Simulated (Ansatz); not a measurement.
## Run report: ZrSi2, single-point calculation

The run: single-point calculation of ZrSi2 (Cmcm, 6 atoms in the cell). Method and program: DFT, PBE, plane waves, PAW, no spin polarisation (Ansatz 0.2.0).

The structure was built on a prototype by a generator; it need not be a known phase. Some settings of this run were made unusual or wrong on purpose. Figures and captions count atoms from 1; the log counts them from 0 in places.

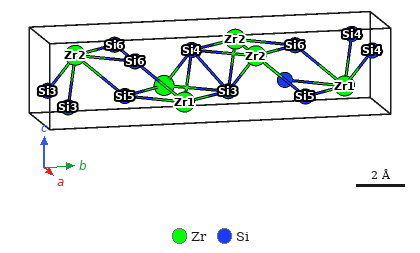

The input geometry (ball-and-stick view of the cell 2 times as large as that of the calculation, set on its symmetry axes, seen slightly off an axis; atoms are numbered from 1 in the order of the input). An atom can appear more than once, as a periodic image.

### Input
```yaml
crystal:
  lattice:
    - [1.85815100014, -7.34595939836, 0.0]
    - [1.85815100014, 7.34595939836, 0.0]
    - [0.0, 0.0, 3.672553892648]
  atoms:
    - { symbol: Zr, position: [0.6046286350477, 0.3953713649523, 0.25] }
    - { symbol: Zr, position: [0.3953713649523, 0.6046286350477, 0.75] }
    - { symbol: Si, position: [0.946297722054, 0.05370227794598, 0.25] }
    - { symbol: Si, position: [0.05370227794598, 0.946297722054, 0.75] }
    - { symbol: Si, position: [0.2499904891494, 0.7500095108506, 0.25] }
    - { symbol: Si, position: [0.7500095108506, 0.2499904891494, 0.75] }
basis:
  ecutwfc: "120 eV"
  ecutrho_ratio: 4
kpoints:
  mp_grid: { grid: [6, 6, 6] }
hamiltonian:
  xc: pbe
scf:
  occupations: { method: gaussian, width: 0.05 }
  max_iter: 75
output:
  forces: true
  stress: true
```

Hardware: 4 threads of Arm Neoverse V2, 24 GiB of memory available, shared host.

Command:
```bash
ansatz run input.yaml --threads 4 --pin off --max-ram 8192MiB --backend cpu --events-out ev --progress --plain --runs-dir out
```

### What the program printed
```
Warning: basis.ecutwfc = 120 eV is below the records' recommended 420 eV, and the density's cutoff is lower with it unless basis.ecutrho_ratio is high enough to keep the records' density cutoff: compare with a run at a higher cutoff
Warning: basis.ecutrho_ratio = 4 (ecutrho = 480 eV) is below the records' recommended 1680 eV
basis.fft_grid_basis auto: the FFT boxes are laid along the combinations [[1, 1, 0], [0, 1, 0], [0, 0, 1]] of the cell's own vectors, 3.716, 7.577 and 3.673 Å long. The dense box has 15×30×15 points. Along the cell's own vectors, as sized, it would have 30×30×15, 2.00 times as many. Of the 8 symmetry operations that the crystal satisfies within crystal.symmetry.tolerance (time reversal apart; of a slab, those that keep its plane) the dense box along the cell's own vectors carries 8, and the one as laid loses 4 of those. basis.fft_grid_basis: typed keeps the cell's own vectors: state it where this run's energies or levels are differenced outside the engine with another run's, or held beside a run that keeps those vectors.
Engine: ansatz 0.2.0, aarch64-unknown-linux-gnu
Pseudopotentials: kind: paw
Pseudopotential: Zr, paw, valence charge 12, recommended cutoff 420 eV (normal), Zr.paw.azcp
Pseudopotential: Si, paw, valence charge 4, recommended cutoff 420 eV (normal), Si.paw.azcp
Functional definition: PBE
  parameter kappa = 0.804
  parameter beta = 0.06672455060314922
  exchange = pbe_x(kappa = kappa, mu = beta*pi^2/3)
  correlation = pbe_c(beta = beta)
Crystal: 6 atoms, lattice volume = 100.260 Å³
Basis set: ecut = 120 eV, 313 PW (Γ), FFT grids on a1+a2, a2, a3, exchange–correlation on 30×60×30 points (8 copies of the dense FFT grid, shifted against one another)
Bands: 26, of which v1, the nominal top of the filled ones, is band 20 counted from 1 (19 counted from 0)
Symmetry: 8 space group operations
Space group: Cmcm (ITA 63), of the structure as read, at distance tolerance 4.6e-5 Å
k-points: 52 of 216
Non-local potential: Zr, projectors of the file, l = 0: 3, l = 1: 2, l = 2: 2, l = 3: 2
Non-local potential: Si, projectors of the file, l = 0: 2, l = 1: 2, l = 2: 2
PAW form: soft (Blöchl's): semilocal exchange-correlation on the pseudo side does not see the compensation charge
PAW one-centre angular grid: Zr, 590 points (default); XC on 64 Gauss nodes
PAW one-centre angular grid: Si, 110 points (default); XC on 64 Gauss nodes
Initial density: superposition of atomic densities (neutral atoms: chi_scale 0, normalization atom), corrected by the library's trained network
Initial wavefunctions: pseudopotential atomic-orbital guess
Functional: x = pbe(κ = 0.804, μ = 0.2195149727645171), c = pbe(β = 0.06672455060314922)
SCF iter   1: F=—  HF=-10881.097600 eV  |F-HF|=—  |Δ(HF+E_count)|=         —  Δρ=1.18e-1  dr2=1.23e1  ethr=1.77e-3  ⟨swp⟩=6.2  Hψ=6489  notcnv=0
preconditioner: auto → Kerker (q_TF=auto, 2.341 Å⁻¹)  [metal: Δε(μ)=0.003 eV  Ē_g=7.244 eV  σ=0.050 eV  W_gap=0.03  n_scr=18 (ndim 8)  ℏωp=18.2 eV  f_vac=0.000  D(μ)=1.63/eV (n_scr^D=6)]
SCF iter   2: F=—  HF=-10877.284816 eV  |F-HF|=—  |Δ(HF+E_count)|=    3.81e0  Δρ=6.61e-2  dr2=3.50e0  ethr=1.77e-3  ⟨swp⟩=2.7  Hψ=3116  notcnv=0  defer=73
SCF iter   3: F=—  HF=-10875.655791 eV  |F-HF|=—  |Δ(HF+E_count)|=    1.63e0  Δρ=6.46e-3  dr2=5.80e-2  ethr=1.77e-3  ⟨swp⟩=3.2  Hψ=2841  notcnv=0  defer=73
SCF iter   4: F=—  HF=-10875.643556 eV  |F-HF|=—  |Δ(HF+E_count)|=   1.22e-2  Δρ=1.08e-3  dr2=2.37e-3  ethr=1.45e-4  ⟨swp⟩=2.3  Hψ=2450  notcnv=0  defer=74
SCF iter   5: F=—  HF=-10875.642727 eV  |F-HF|=—  |Δ(HF+E_count)|=   8.29e-4  Δρ=1.99e-4  dr2=3.68e-5  ethr=5.94e-6  ⟨swp⟩=2.4  Hψ=2078  notcnv=0  defer=74
SCF iter   6: F=—  HF=-10875.635346 eV  |F-HF|=—  |Δ(HF+E_count)|=   7.38e-3  Δρ=4.58e-5  dr2=2.24e-6  ethr=9.19e-8  ⟨swp⟩=2.1  Hψ=2007  notcnv=0  defer=74
SCF iter   7: F=-10875.635345 eV  HF=-10875.635345 eV  |F-HF|=1.81e-8  |Δ(HF+E_count)|=   3.23e-7  Δρ=5.15e-6  dr2=4.26e-8  ethr=2.51e-10  ⟨swp⟩=2.2  Hψ=4758  notcnv=0
SCF 1 converged in 7 iterations: F = -10875.635345 eV  dr2 = 4.26e-8
  greatest PAW one-centre occupation: 1.218 electrons in one spin orbital (limit 2), on the Zr atom at site 1 (counted from 0), in its partial waves of l = 1
```

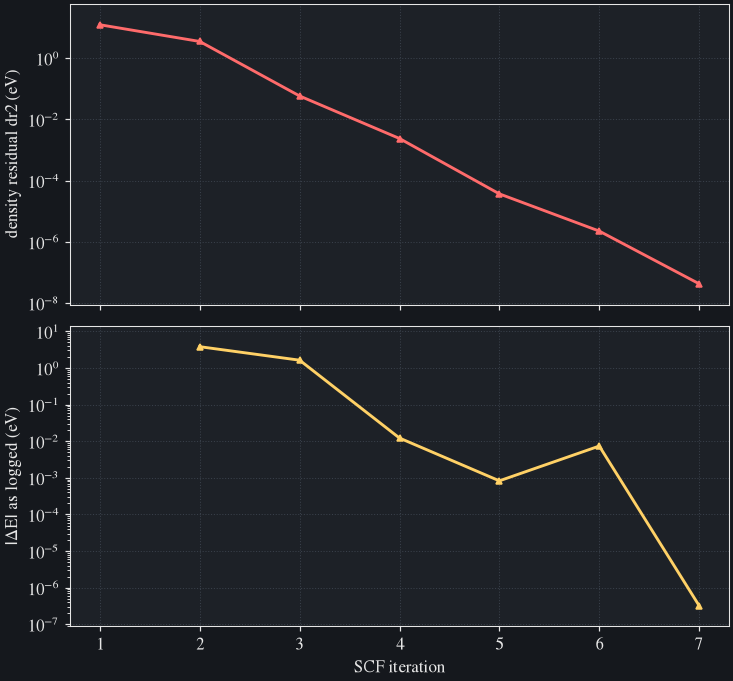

Convergence of the self-consistent field: density residual dr2 and size of the energy change against the SCF iteration. The residual falls at every step.

```
SCF converged after 7 iterations
Free energy (F): -10875.635345 eV
Harris-Foulkes:  -10875.635345 eV  (|F-HF|=1.81e-8)
Internal energy: -10875.633168 eV  (E = F + TS)
E sigma→0 (E₀):  -10875.634257 eV
Entropy (-TS):   -0.002177 eV (-0.363 meV/atom)
Fermi energy:    13.272961 eV
--- Per-component energies (eV) ---
  E_band       = -151.623420
  E_kinetic    = 791.185761
  E_local      = -1384.106859  (includes V_loc(G=0)·N_el)
  E_nonlocal   = 241.988802
  E_hartree    = 453.969340
  E_xc         = -538.312919
  E_vxc        = -563.354863  (∫ρ·V_xc dr)
  E_paw        = -7937.438347  (= ΣΔE_a)
  E_vpaw       = -145.265320  (= ΣTr[D̂ρ^β])
  E_aug_tail   = -0.010137  (compensation charges beyond the density's cutoff)
  E_ewald      = -2502.908810
  E_smearing   = -0.002177  (= −TS)
  E_closure    = -0.000000  (closes the sum)
  Σ components = -10875.635345   (vs F -10875.635345, Δ=0.00e0)
--- Forces (eV/Å), atoms counted from 1 ---
  atom   1  Zr     0.00000000    -0.46155491     0.00000000
  atom   2  Zr     0.00000000     0.46155491     0.00000000
  atom   3  Si     0.00000000    -0.11066211     0.00000000
  atom   4  Si     0.00000000     0.11066211     0.00000000
  atom   5  Si     0.00000000     0.01869876     0.00000000
  atom   6  Si     0.00000000    -0.01869876     0.00000000
  max |Σ_I F_I| component: 6.94e-17 eV/Å
--- Stress (GPa, compression-positive) ---
       13.637709       0.000000       0.000000
        0.000000       6.650288       0.000000
        0.000000       0.000000      13.349542
  P = ⅓ Tr σ = 11.2125 GPa (112.125 kbar)
```

### What the run reported

- outcome: converged
- space group (tolerance 0.01 Å): Cmcm (63)
- electrons treated: 40
- free energy: −10875.6353 eV
- Fermi energy: 13.273 eV
- pressure: 11.21 GPa
- largest force (length of the vector): 0.462 eV/Å
- wall time: 0.62 s (CPU time 1.9 s)
- peak memory: 0.3 GiB

This input holds a deliberate fault: a cutoff far too low (`basis.ecutwfc`). The plane-wave basis is far from complete, so energies, forces and above all the stress are wrong. The run converged all the same; its numbers are those of the faulty input and shouldn't be used. Warnings of the run: the cutoff is below the recommended one.
